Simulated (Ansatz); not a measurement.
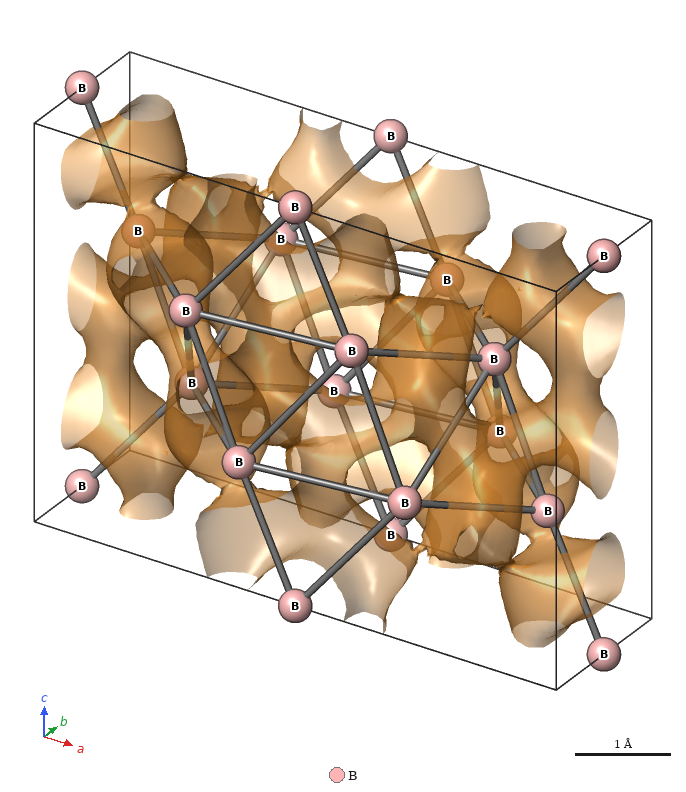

The picture shows: B. Isosurface of the electron localisation function at 0.65 (orange), seen slightly off an axis. Only the valence region is drawn (cores and ρ < 0.01 e/Å³ removed). Sticks mark near contacts.

Space group C2/m; a structure generated by program, which may or may not match a known phase; computed without spin polarisation.

The calculation used Ansatz 0.2.0, DFT PBE, scalar-relativistic, plane waves, PAW.

In a PAW calculation such maps are meaningful between the atoms, not at the nuclei.

Identify the bonds, lone pairs and shells in this picture.

Answer. The surface consists of one network that runs through the whole crystal, counted in one cell of 10 atoms. Any copies at cell faces, edges or corners count once. There are no localised bonds or lone pairs at this value. Along the contacts the grid gives the following. B–B (1.64 Å): the ELF peaks at about 0.90 between the atoms. B–B (1.71 Å): the ELF peaks at about 0.75 between the atoms.
